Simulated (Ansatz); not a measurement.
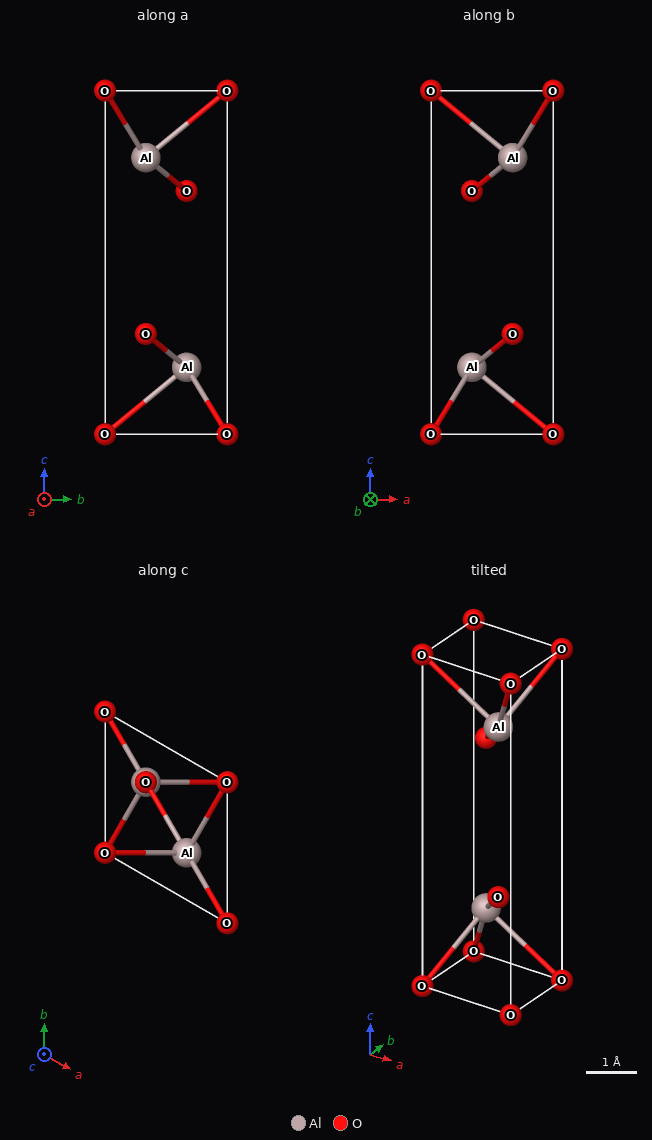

The crystal in a ball-and-stick representation, seen along the a axis, along the b axis, along the c axis and slightly off an axis. The parallelepiped is the conventional unit cell.

Lattice parameters: a = 2.870 Å, b = 2.870 Å, c = 6.986 Å, α = 90.00°, β = 90.00°, γ = 120.00°. Put a along x and b in the xy plane.

Question: Give the atomic positions as a POSCAR file, with free fractional coordinates to two decimals.

Answer:
```
Al O
1.0
     2.870    0.000    0.000
    -1.435    2.485    0.000
     0.000    0.000    6.986
Al O
2 3
Direct
  0.3333 0.6667 0.19
  0.6667 0.3333 0.81
  0.00 0.00 0.00
  0.3333 0.6667 0.71
  0.6667 0.3333 0.29
```

The initial geometry was a structure type filled with these elements by a generator (whether the compound takes this form wasn't checked). Cell shown after relaxation with DFT, PBEsol, plane waves, PAW (Ansatz 0.2.0).
